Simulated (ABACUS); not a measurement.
## KCl: band-structure run (part 2 of 2)

KCl (Fm-3m, 2 atoms in the cell); Kohn-Sham DFT of a periodic cell, SOGGA, PseudoDojo NC SR 0.4.1 PBEsol standard, no spin polarisation (ABACUS 3.10.1); cutoff 1006.82 eV, 6×6×6 k-mesh, fermi-dirac of 0.05 eV. The structure derives from an entry of the Crystallography Open Database.

Geometry of the input (Å; fractional positions):
```
-3.1465  0.0000  3.1465
0.0000  3.1465  3.1465
-3.1465  3.1465  0.0000
K  0.0000  0.0000  0.0000
Cl 0.5000  0.5000  0.5000
```

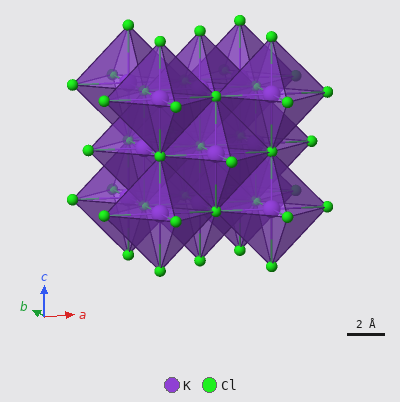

**Figure 1.** The structure as given in the input (polyhedral view of the cell 4 times as large as that of the calculation, set on its symmetry axes, seen slightly off an axis; polyhedra are completed across the faces of the cell).

The program's output, continued:
```
----------------------------------------------------------

 PW ALGORITHM --------------- ION=   1  ELEC=   2--------------------------------

 Density error is 0.00769112796466
                          Error Threshold = 0.000601192243013
----------------------------------------------------------
     Energy           Rydberg                 eV
----------------------------------------------------------
 E_KohnSham     -92.8208592479       -1262.8925790279
 E_Harris       -92.9741608010       -1264.9783536625
 E_Fermi        0.2595804747         3.5317735453
----------------------------------------------------------

 PW ALGORITHM --------------- ION=   1  ELEC=   3--------------------------------

 Density error is 0.000818214223662
                          Error Threshold = 4.80695497792e-05
----------------------------------------------------------
     Energy           Rydberg                 eV
----------------------------------------------------------
 E_KohnSham     -92.8221473359       -1262.9101043643
 E_Harris       -92.8099427165       -1262.7440519980
 E_Fermi        0.2589152613         3.5227228523
----------------------------------------------------------

 PW ALGORITHM --------------- ION=   1  ELEC=   4--------------------------------

 Density error is 1.04220963729e-05
                          Error Threshold = 5.11383889789e-06
----------------------------------------------------------
     Energy           Rydberg                 eV
----------------------------------------------------------
 E_KohnSham     -92.8222768496       -1262.9118664877
 E_Harris       -92.8231607325       -1262.9238923315
 E_Fermi        0.2579348216         3.5093832868
----------------------------------------------------------

 PW ALGORITHM --------------- ION=   1  ELEC=   5--------------------------------

 Density error is 1.02762588393e-06
                          Error Threshold = 6.51381023308e-08
----------------------------------------------------------
     Energy           Rydberg                 eV
----------------------------------------------------------
 E_KohnSham     -92.8222863085       -1262.9119951826
 E_Harris       -92.8207645542       -1262.8912906535
 E_Fermi        0.2578552472         3.5083006218
----------------------------------------------------------

 PW ALGORITHM --------------- ION=   1  ELEC=   6--------------------------------

 Density error is 4.32622892353e-08
                          Error Threshold = 6.42266177455e-09
----------------------------------------------------------
     Energy           Rydberg                 eV
----------------------------------------------------------
 E_KohnSham     -92.8222875268       -1262.9120117586
 E_Harris       -92.8212327909       -1262.8976613405
 E_Fermi        0.2578962330         3.5088582611
----------------------------------------------------------

 PW ALGORITHM --------------- ION=   1  ELEC=   7--------------------------------

 Density error is 9.00260885738e-09
                          Error Threshold = 2.70389307721e-10
----------------------------------------------------------
     Energy           Rydberg                 eV
----------------------------------------------------------
 E_KohnSham     -92.8222875573       -1262.9120121741
 E_KS(sigma->0) -92.8222875573       -1262.9120121741
 E_Harris       -92.8224162673       -1262.9137633630
 E_band         -9.5289267042        -129.6476990016
 E_one_elec     -29.5083988144       -401.4823627325
 E_Hartree      19.8034422107        269.4396540789
 E_xc           -21.4504509092       -291.8483570345
 E_Ewald        -61.6668800444       -839.0209464861
 E_entropy(-TS) 0.0000000000         0.0000000000
 E_descf        0.0000000000         0.0000000000
 E_exx          0.0000000000         0.0000000000
 E_Fermi        0.2579709327         3.5098746024
----------------------------------------------------------

 charge density convergence is achieved
 final etot is -1262.9120122 eV
 EFERMI = 3.5098746024 eV
The vacuum level is 4.813687941 eV

 STATE ENERGY(eV) AND OCCUPATIONS    NSPIN == 1
 1/16 kpoint (Cartesian) = 0.0000 0.0000 0.0000 (1150 pws)
       1       -26.1199     0.00925926
       2       -11.1674     0.00925926
       3       -9.64267     0.00925926
       4       -9.64267     0.00925926
       5       -9.64267     0.00925926
       6       0.917638     0.00925926
       7       0.917638     0.00925926
       8       0.917638     0.00925926
       9        5.96814    4.11483e-24
      10        9.22601    2.07418e-52
      11        9.22601    2.07418e-52
      12        9.22601    2.07418e-52
      13        10.0871    6.88363e-60
      14        10.0871    6.88363e-60
      15        13.6420        0.00000
      16        16.9234        0.00000
      17        16.9234        0.00000
      18        16.9234        0.00000

 2/16 kpoint (Cartesian) = -0.16667 0.16667 0.16667 (1128 pws)
       1       -26.1171      0.0740741
       2       -11.2172      0.0740741
       3       -9.64506      0.0740741
       4       -9.64506      0.0740741
       5       -9.57941      0.0740741
       6       0.594627      0.0740741
       7       0.830031      0.0740741
       8       0.830031      0.0740741
       9        6.60830    9.05980e-29
      10        9.03312    7.85833e-50
      11        9.57071    1.68218e-54
      12        9.57071    1.68218e-54
      13        10.4566    3.39577e-62
      14        10.4566    3.39577e-62
      15        14.5643        0.00000
      16        15.7421        0.00000
      17        16.0701        0.00000
      18        16.0701        0.00000

 3/16 kpoint (Cartesian) = -0.33333 0.33333 0.33333 (1132 pws)
       1       -26.1116      0.0740741
       2       -11.3069      0.0740741
       3       -9.64981      0.0740741
       4       -9.64981      0.0740741
       5       -9.46200      0.0740741
       6      0.0666505      0.0740741
       7       0.664360      0.0740741
       8       0.664360      0.0740741
       9        7.82824    2.29501e-39
      10        9.08047    3.04842e-50
      11        10.5065    1.25235e-62
      12        10.5065    1.25235e-62
      13        11.3897    2.66887e-70
      14        11.3897    2.66887e-70
      15        13.6591        0.00000
      16        14.2250        0.00000
      17        14.2250        0.00000
      18        16.3201        0.00000

 4/16 kpoint (Cartesian) = -0.50000 0.50000 0.50000 (1116 pws)
       1       -26.1089      0.0370370
       2       -11.3480      0.0370370
       3       -9.65217      0.0370370
       4       -9.65217      0.0370370
       5       -9.40679      0.0370370
       6      -0.160152      0.0370370
       7       0.585746      0.0370370
       8       0.585746      0.0370370
       9        8.34658    3.61051e-44
      10        9.41982    1.71997e-53
      11        11.4019    1.04568e-70
      12        11.4019    1.04568e-70
      13        12.1542    3.05574e-77
      14        12.1542    3.05574e-77
      15        12.8750    1.67585e-83
      16        12.8750    1.67585e-83
      17        13.0303    7.49660e-85
      18        15.5464        0.00000

 5/16 kpoint (Cartesian) = 0.0000 0.0000 0.33333 (1127 pws)
       1       -26.1163      0.0555556
       2       -11.2117      0.0555556
       3       -9.65691      0.0555556
       4       -9.65691      0.0555556
       5       -9.57089      0.0555556
       6       0.496323      0.0555556
       7       0.846552      0.0555556
       8       0.846552      0.0555556
       9        6.74562    4.35905e-30
      10        8.54902    9.44641e-46
      11        9.92698    1.01493e-57
      12        9.92698    1.01493e-57
      13        10.2981    6.06992e-61
      14        10.7880    3.37271e-65
      15        14.8821        0.00000
      16        15.4305        0.00000
      17        15.5832        0.00000
      18        15.5832        0.00000

 6/16 kpoint (Cartesian) = -0.16667 0.16667 0.50000 (1130 pws)
       1       -26.1117       0.222222
       2       -11.2481       0.222222
       3       -9.66650       0.222222
       4       -9.66424       0.222222
       5       -9.52880       0.222222
       6       0.196119       0.222222
       7       0.685677       0.222222
       8       0.734416       0.222222
       9        7.73192    4.72630e-38
      10        8.38155    1.07641e-43
      11        10.6533    1.99331e-63
      12        10.7792    1.60749e-64
      13        10.8773    2.25936e-65
      14        11.4144    4.88792e-70
      15        13.4815    5.42602e-88
      16        14.3930        0.00000
      17        14.7195        0.00000
      18        16.1131        0.00000

[... levels at 10 further k points ...]

------------------------------------------------------------------------------------------
 TOTAL-FORCE (eV/Angstrom)
------------------------------------------------------------------------------------------
                        K1         0.0000000000         0.0000000000         0.0000000000
                       Cl1         0.0000000000         0.0000000000         0.0000000000
------------------------------------------------------------------------------------------

----------------------------------------------------------------
 TOTAL-STRESS (KBAR)
----------------------------------------------------------------
        -4.5515158876        -0.0000000000        -0.0000000000
        -0.0000000000        -4.5515158876         0.0000000000
         0.0000000000         0.0000000000        -4.5515158876
----------------------------------------------------------------
 TOTAL-PRESSURE: -4.551516 KBAR

 --------------------------------------------
 !FINAL_ETOT_IS -1262.9120121741352705 eV
 --------------------------------------------
```

Standard output:
```
ABACUS v3.10.1

               Atomic-orbital Based Ab-initio Computation at UStc

Local thread limit: 96
 dft_functional readin is: GGA_X_SOGGA+GGA_C_PBE
 dft_functional in pseudopot file is: PBESOL
 Please make sure this is what you need
 dft_functional readin is: GGA_X_SOGGA+GGA_C_PBE
 dft_functional in pseudopot file is: PBESOL
 Please make sure this is what you need

%%%%%%%%%%%%%%%%%%%%%%%%%%%%%%%%%%%%%%%%%%%%%%%%%%%%%%%%%%%%%%%%%%%%%%%%%%%%%%%%%%%%%%%%%%%%%%%%%%%%%%%%%
 Warning: the number of valence electrons in pseudopotential > 1 for K: [Ar] 4s1
 Pseudopotentials with additional electrons can yield (more) accurate outcomes, but may be less efficient.
 If you're confident that your chosen pseudopotential is appropriate, you can safely ignore this warning.
%%%%%%%%%%%%%%%%%%%%%%%%%%%%%%%%%%%%%%%%%%%%%%%%%%%%%%%%%%%%%%%%%%%%%%%%%%%%%%%%%%%%%%%%%%%%%%%%%%%%%%%%%

 UNIFORM GRID DIM        : 48 * 48 * 48
 UNIFORM GRID DIM(BIG)   : 48 * 48 * 48
func,idGGA_X_SOGGA 150
func,idGGA_C_PBE 130
 ---------------------------------------------------------
 Self-consistent calculations for electrons
 ---------------------------------------------------------
 SPIN    KPOINTS         PROCESSORS  THREADS
 1       16              4           4
 ---------------------------------------------------------
 Use plane wave basis
 ---------------------------------------------------------
 ELEMENT NATOM       XC
 K       1
 Cl      1
 ---------------------------------------------------------
 Initial plane wave basis and FFT box
 ---------------------------------------------------------
 -------------------------------------------
 SELF-CONSISTENT :
 -------------------------------------------
 START CHARGE      : atomic
 ITER       ETOT/eV          EDIFF/eV         DRHO     TIME/s
 DA1     -1.26257131e+03   0.00000000e+00   9.6191e-02   3.67
 DA2     -1.26289258e+03  -3.21269811e-01   7.6911e-03   1.68
 DA3     -1.26291010e+03  -1.75253364e-02   8.1821e-04   1.34
 DA4     -1.26291187e+03  -1.76212343e-03   1.0422e-05   1.56
 DA5     -1.26291200e+03  -1.28694899e-04   1.0276e-06   2.17
 DA6     -1.26291201e+03  -1.65760231e-05   4.3262e-08   1.79
 DA7     -1.26291201e+03  -4.15525278e-07   9.0026e-09   1.74
----------------------------------------------------------------
 TOTAL-STRESS (KBAR)
----------------------------------------------------------------
        -4.5515158876        -0.0000000000        -0.0000000000
        -0.0000000000        -4.5515158876         0.0000000000
         0.0000000000         0.0000000000        -4.5515158876
----------------------------------------------------------------
 TOTAL-PRESSURE: -4.551516 KBAR
```
